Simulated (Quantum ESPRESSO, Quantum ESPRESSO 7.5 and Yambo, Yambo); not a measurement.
## SiC (P6_3mc): G0W0 with Yambo, start to end

How does a plane-wave GW calculation on SiC (P6_3mc) run from the first input to the gap?

Main program and level: Quantum ESPRESSO 7.5 and Yambo 5.3.0; PBE and many-body steps on it, plane waves.

**Experimental background.**

- Gap 3.33 eV: band gap at cryogenic temperature; bulk crystal (literature value) (quoted in “Silicon carbide diodes for neutron detection”, 2020, arxiv:2009.14696).

Most raw output is cut from this account.

### 1. The structure

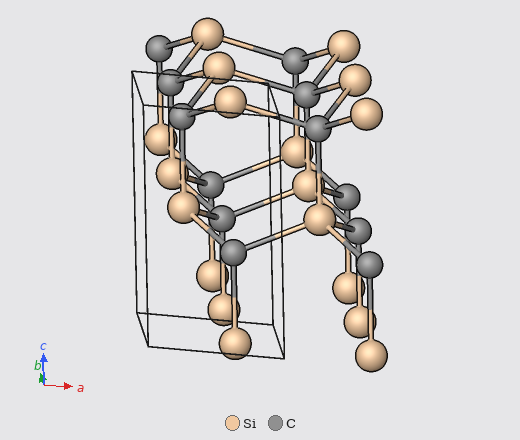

The cell as given, slightly off an axis (silicon light orange, carbon grey). 2×3×1 cells are drawn. Some periodic images of atoms are drawn too.

Structure file:

```cif
data_structure
_symmetry_space_group_name_H-M 'P6_3mc'
_symmetry_Int_Tables_number 186
_cell_length_a 3.0735
_cell_length_b 3.0735
_cell_length_c 5.0452
_cell_angle_alpha 90.000
_cell_angle_beta 90.000
_cell_angle_gamma 120.000
_cell_volume 41.27
loop_
_atom_site_label
_atom_site_type_symbol
_atom_site_symmetry_multiplicity
_atom_site_Wyckoff_symbol
_atom_site_fract_x
_atom_site_fract_y
_atom_site_fract_z
_atom_site_occupancy
Si1 Si 2 b 0.33333 0.66667 0.49960 1
C1 C 2 b 0.33333 0.66667 0.87540 1
```

The cell and positions are those that the Materials Project relaxed with its own functionals (PBE, PBE+U or r2SCAN), kept fixed.

### 2. Ground state

This step: Quantum ESPRESSO 7.5; DFT, PBE, plane waves, norm-conserving pseudopotentials.

The ground-state density comes first.

Input file pw.in:

```
&control
  calculation = 'scf'
  prefix = 'x'
  outdir = 'o'
  pseudo_dir = 'pseudo'
/
&system
  ibrav = 0
  nat = 4
  ntyp = 2
  ecutwfc = 74.0
  nbnd = 14
  force_symmorphic = .true.
/
&electrons
  conv_thr = 1e-10
  electron_maxstep = 80
  mixing_beta = 0.5
/
ATOMIC_SPECIES
  Si 28.085 Si.upf
  C 12.011 C.upf
CELL_PARAMETERS angstrom
  3.0735139282 0.0000000000 0.0000000000
  -1.5367569641 2.6617411407 0.0000000000
  0.0000000000 0.0000000000 5.0452477100
ATOMIC_POSITIONS crystal
  Si 0.3333333333 0.6666666667 0.4996024000
  Si 0.6666666667 0.3333333333 0.9996024000
  C 0.3333333333 0.6666666667 0.8753976000
  C 0.6666666667 0.3333333333 0.3753976000
K_POINTS automatic
  6 6 4 0 0 0
```

Started as:

```sh
> OMP_NUM_THREADS=1 mpirun -n 4 pw.x -nk 4 -in pw.in > pw.out
```

Elapsed: 5.4 s, on 4 MPI ranks of Arm Neoverse V1, shared host; peak memory 0.23 GiB.

This step gave:

* total energy: -558.8921 eV
* gap: 2.275 eV
* k of the valence top: 0, 0, 0
* k of the conduction bottom: 0.3333, 0.3333, 0
* least direct gap: 3.985 eV

The gap is indirect, with the least direct gap 1.71 eV higher.

### 3. Bands along the symmetry lines

Levels along a band path, at the cheap level, show where the edges lie and whether the meshes to come will hold them.

Input file pw.in:

```
&control
  calculation = 'bands'
  prefix = 'x'
  outdir = 'o'
  pseudo_dir = 'pseudo'
/
&system
  ibrav = 0
  nat = 4
  ntyp = 2
  ecutwfc = 74.0
  nbnd = 14
  force_symmorphic = .true.
/
&electrons
  conv_thr = 1e-9
  electron_maxstep = 80
  diago_full_acc = .true.
  diago_thr_init = 5e-6
/
ATOMIC_SPECIES
  Si 28.085 Si.upf
  C 12.011 C.upf
CELL_PARAMETERS angstrom
  3.0735139282 0.0000000000 0.0000000000
  -1.5367569641 2.6617411407 0.0000000000
  0.0000000000 0.0000000000 5.0452477100
ATOMIC_POSITIONS crystal
  Si 0.3333333333 0.6666666667 0.4996024000
  Si 0.6666666667 0.3333333333 0.9996024000
  C 0.3333333333 0.6666666667 0.8753976000
  C 0.6666666667 0.3333333333 0.3753976000
K_POINTS crystal
  75
  0.00000000 0.00000000 0.00000000 1
  0.06250000 0.00000000 0.00000000 1
  0.12500000 0.00000000 0.00000000 1
  0.18750000 0.00000000 0.00000000 1
  0.25000000 0.00000000 0.00000000 1
  0.31250000 0.00000000 0.00000000 1
  0.37500000 0.00000000 0.00000000 1
  0.43750000 0.00000000 0.00000000 1
  0.50000000 0.00000000 0.00000000 1
  0.47916667 0.04166667 0.00000000 1
  0.45833333 0.08333333 0.00000000 1
  0.43750000 0.12500000 0.00000000 1
  0.41666666 0.16666666 0.00000000 1
  0.39583333 0.20833333 0.00000000 1
  0.37500000 0.25000000 0.00000000 1
  0.35416666 0.29166666 0.00000000 1
  0.33333333 0.33333333 0.00000000 1
  0.29166666 0.29166666 0.00000000 1
  0.25000000 0.25000000 0.00000000 1
  0.20833333 0.20833333 0.00000000 1
  0.16666666 0.16666666 0.00000000 1
  0.12500000 0.12500000 0.00000000 1
  0.08333333 0.08333333 0.00000000 1
  0.04166667 0.04166667 0.00000000 1
  0.00000000 0.00000000 0.00000000 1
  0.00000000 0.00000000 0.06250000 1
  0.00000000 0.00000000 0.12500000 1
  0.00000000 0.00000000 0.18750000 1
  0.00000000 0.00000000 0.25000000 1
  0.00000000 0.00000000 0.31250000 1
  0.00000000 0.00000000 0.37500000 1
  0.00000000 0.00000000 0.43750000 1
  0.00000000 0.00000000 0.50000000 1
  0.06250000 0.00000000 0.50000000 1
  0.12500000 0.00000000 0.50000000 1
  0.18750000 0.00000000 0.50000000 1
  0.25000000 0.00000000 0.50000000 1
  0.31250000 0.00000000 0.50000000 1
  0.37500000 0.00000000 0.50000000 1
  0.43750000 0.00000000 0.50000000 1
  0.50000000 0.00000000 0.50000000 1
  0.47916667 0.04166667 0.50000000 1
  0.45833333 0.08333333 0.50000000 1
  0.43750000 0.12500000 0.50000000 1
  0.41666666 0.16666666 0.50000000 1
  0.39583333 0.20833333 0.50000000 1
  0.37500000 0.25000000 0.50000000 1
  0.35416666 0.29166666 0.50000000 1
  0.33333333 0.33333333 0.50000000 1
  0.29166666 0.29166666 0.50000000 1
  0.25000000 0.25000000 0.50000000 1
  0.20833333 0.20833333 0.50000000 1
  0.16666666 0.16666666 0.50000000 1
  0.12500000 0.12500000 0.50000000 1
  0.08333333 0.08333333 0.50000000 1
  0.04166667 0.04166667 0.50000000 1
  0.00000000 0.00000000 0.50000000 1
  0.50000000 0.00000000 0.50000000 1
  0.50000000 0.00000000 0.43750000 1
  0.50000000 0.00000000 0.37500000 1
  0.50000000 0.00000000 0.31250000 1
  0.50000000 0.00000000 0.25000000 1
  0.50000000 0.00000000 0.18750000 1
  0.50000000 0.00000000 0.12500000 1
  0.50000000 0.00000000 0.06250000 1
  0.50000000 -0.00000000 0.00000000 1
  0.33333333 0.33333333 0.50000000 1
  0.33333333 0.33333333 0.43750000 1
  0.33333333 0.33333333 0.37500000 1
  0.33333333 0.33333333 0.31250000 1
  0.33333333 0.33333333 0.25000000 1
  0.33333333 0.33333333 0.18750000 1
  0.33333333 0.33333333 0.12500000 1
  0.33333333 0.33333333 0.06250000 1
  0.33333333 0.33333333 0.00000000 1
```

Elapsed: 5 s, on 4 MPI ranks; peak memory 0.21 GiB.

This step gave:

```yaml
gap: 2.275 eV
k_of_the_valence_top: 0, 0, 0
k_of_the_conduction_bottom: 0.3333, 0.3333, 0
least_direct_gap: 3.985 eV
```

The gap is 2.275 eV, as in the run before at this level.

Electronic bands along the path, in eV, zero at the top of the highest filled band; v1 is the highest filled band, c1 the lowest empty one:

```
    point     v4     v3     v2     v1    c1    c2    c3    c4
        Γ  -1.32  -0.11   0.00   0.00  4.82  6.22  6.68  6.68
        M  -5.45  -3.33  -3.30  -1.20  2.79  4.23  6.90  7.14
        K  -6.27  -4.05  -4.05  -3.84  2.28  8.18  8.87  8.87
        Γ  -1.32  -0.11   0.00   0.00  4.82  6.22  6.68  6.68
        A  -0.71  -0.71  -0.71  -0.71  5.91  5.91  7.37  7.37
        L  -2.45  -2.45  -2.34  -2.34  3.29  3.29  5.27  5.27
        H  -5.66  -5.66  -1.74  -1.74  5.08  5.08  6.03  6.03
        A  -0.71  -0.71  -0.71  -0.71  5.91  5.91  7.37  7.37
jump to L  -2.45  -2.45  -2.34  -2.34  3.29  3.29  5.27  5.27
        M  -5.45  -3.33  -3.30  -1.20  2.79  4.23  6.90  7.14
jump to H  -5.66  -5.66  -1.74  -1.74  5.08  5.08  6.03  6.03
        K  -6.27  -4.05  -4.05  -3.84  2.28  8.18  8.87  8.87
```

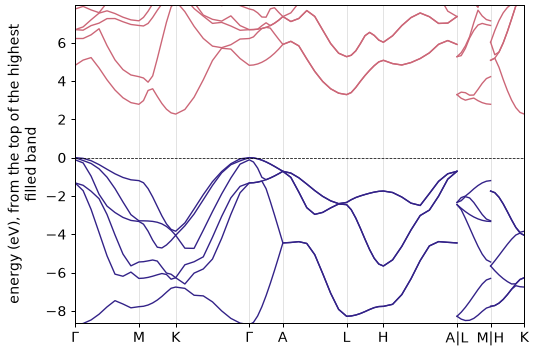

Electronic bands along the path; lines of filled and empty bands in two colours.

### 4. Empty states on the mesh, 3×3×4 mesh, 180 bands

The sums over transitions need many empty states on a uniform mesh; this step solves for them.

Input file pw.in:

```
&control
  calculation = 'nscf'
  prefix = 'x'
  outdir = 'o'
  pseudo_dir = 'pseudo'
/
&system
  ibrav = 0
  nat = 4
  ntyp = 2
  ecutwfc = 74.0
  nbnd = 180
  force_symmorphic = .true.
/
&electrons
  conv_thr = 1e-9
  electron_maxstep = 80
  diago_full_acc = .true.
  diago_thr_init = 5e-6
/
ATOMIC_SPECIES
  Si 28.085 Si.upf
  C 12.011 C.upf
CELL_PARAMETERS angstrom
  3.0735139282 0.0000000000 0.0000000000
  -1.5367569641 2.6617411407 0.0000000000
  0.0000000000 0.0000000000 5.0452477100
ATOMIC_POSITIONS crystal
  Si 0.3333333333 0.6666666667 0.4996024000
  Si 0.6666666667 0.3333333333 0.9996024000
  C 0.3333333333 0.6666666667 0.8753976000
  C 0.6666666667 0.3333333333 0.3753976000
K_POINTS automatic
  3 3 4 0 0 0
```

Elapsed: 16 s, on 4 MPI ranks; peak memory 0.38 GiB; 63 s of CPU time.

Numbers from this step:

* gap: 2.275 eV
* k of the valence top: 0, 0, 0
* k of the conduction bottom: 0.3333, 0.3333, 0
* least direct gap: 4.293 eV
* k points computed: 10
* lowest point of the top converged band, above the valence top: 131.3251 eV

On this mesh the gap is 2.275 eV.

### 5. Conversion and set-up

This step: Yambo 5.3.0; conversion and set-up on PBE, plane waves, norm-conserving pseudopotentials.

The states are converted to the many-body program's format and the q mesh is built.

Started as:

```sh
> (cd o/x.save; p2y > p2y.log; mv SAVE ../..); yambo > setup.log
```

The job ended after 2.1 s (1 MPI rank; peak memory 0.23 GiB).

### 6. Screening and self-energy, 3×3×4 mesh, 180 bands, screening to 210.9 eV

Now the one-shot GW correction: screening in the RPA, then the self-energy of the levels asked for.

This step: G0W0 on PBE, plane waves, norm-conserving pseudopotentials.

Input file gw1.in:

```
HF_and_locXC
gw0
dyson
ppa
em1d
rim_cut
RandQpts= 1000000
RandGvec= 1 RL
EXXRLvcs= 74 Ry
VXCRLvcs= 296 Ry
Chimod= "HARTREE"
% BndsRnXp
 1 | 180 |
%
NGsBlkXp= 15.5 Ry
% LongDrXp
 1 | 1 | 1 |
%
% GbndRnge
 1 | 180 |
%
DysSolver= "n"
ExtendOut
PPAPntXp= 27.21138 eV
% QPkrange
 1 | 1 | 7 | 10 |
 7 | 7 | 7 | 10 |
 4 | 4 | 7 | 10 |
%
```

Started as:

```sh
> OMP_NUM_THREADS=1 mpirun -n 4 yambo -F gw1.in -J gw1 -C gw1 > gw1.log
```

Run time: 2.2 min. Hardware: 4 MPI ranks; peak memory 1.6 GiB; 8.6 min of CPU time.

This step gave:

- G0W0 gap on the points computed: 2.993 eV
- starting gap on the mesh: 2.275 eV
- k of the valence top: 0, 0, 0
- k of the conduction bottom: 0.3333, 0.3333, 0
- least direct G0W0 gap on the computed points: 5.234 eV
- Z at the valence top: 0.7954
- Z at the conduction bottom: 0.8275

The gap on the mesh goes from 2.28 eV to 2.99 eV, a correction of +0.72 eV.

Limits: finite bands, cutoff and mesh; coarse k mesh. v1 is the top filled band, c1 the lowest empty one. Levels before and after the correction, in eV, zero at the valence-band top of each column:

```
           conduction bottom  valence top
Kohn-Sham               2.28         0.00
     G0W0               2.99         0.00
```

```
                        level  energy (eV)
Kohn-Sham             Γ v2-v1        0.000
Kohn-Sham                Γ c1        4.820
Kohn-Sham                Γ c2        6.220
Kohn-Sham  (0.333 0.333 0) v2       -4.053
Kohn-Sham  (0.333 0.333 0) v1       -3.842
Kohn-Sham  (0.333 0.333 0) c1        2.275
Kohn-Sham  (0.333 0.333 0) c2        8.182
     G0W0             Γ v2-v1        0.000
     G0W0                Γ c1        5.767
     G0W0                Γ c2        7.102
     G0W0  (0.333 0.333 0) v2       -4.362
     G0W0  (0.333 0.333 0) v1       -4.166
     G0W0  (0.333 0.333 0) c1        2.993
     G0W0  (0.333 0.333 0) c2        9.285
```

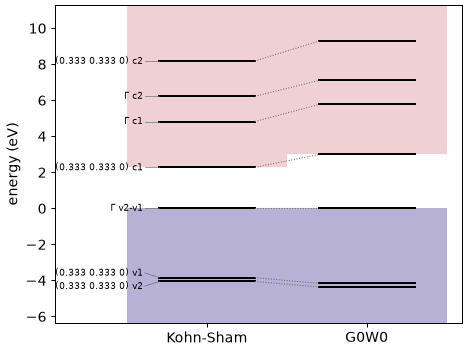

Levels before and after the correction. Shaded: valence and conduction bands.

### 7. Where the time went

Times are wall times on the hardware named with each run, good to a factor of about two.

```
                          step     time  share  memory (GiB)
                  ground state    5.4 s    3 %          0.23
bands along the symmetry lines      5 s    3 %          0.21
      empty states on the mesh     16 s   10 %          0.38
         conversion and set-up    2.1 s    1 %          0.23
     screening and self-energy  2.2 min   82 %           1.6
```

### 8. Outcome

* PBE gap: 2.28 eV, indirect
* G0W0 gap on the mesh: 2.99 eV
* GW settings: 3×3×4 mesh, 180 bands, screening to 210.9 eV, Godby-Needs plasmon pole
* known limits: not at the basis limit; coarse k mesh

G0W0 moves the gap on the mesh from 2.28 eV to 2.99 eV (+0.72 eV), with Z of 0.80 and 0.83 at the edges. Only 3 of the mesh's irreducible points were corrected, so a valley elsewhere could overtake. The dearest step here is «screening and self-energy». Against experiment, by G0W0@PBE: the gap of 2.99 eV lies −0.34 eV from the measured 3.33 eV (kind not stated, quoted 2020). The calculation has static nuclei and no excitons; a measured gap holds zero-point and thermal motion, which mostly lowers it. Bands and cutoff are finite, so the gap is not at the basis limit. The miss can reach some tenths of an eV and take either sign; the mesh is an error of its own. In the G0W0 run levels were corrected at 3 k points alone, so a gap called «on the mesh» is the least over those, and an edge elsewhere would be missed. The 3×3×4 mesh is coarse for this cell, which bears on the long-range parts of exchange and screening.

[Paths, hosts, dates, memory and timing lines, banners, echoed tables and standing remarks are left out of the program output.]

[Logs are printed without paths, hosts, clocks, repeated set-up lines and the standing remarks that a program may print on its own settings, such as how far it seeks lower states.]

[Runs of the session that timed out or met a known fault of the program may be left out.]

[Hosts, paths, dates, database ids (printed as entryN), source tags and the programs' standing remarks are cut or masked in the printed files.]
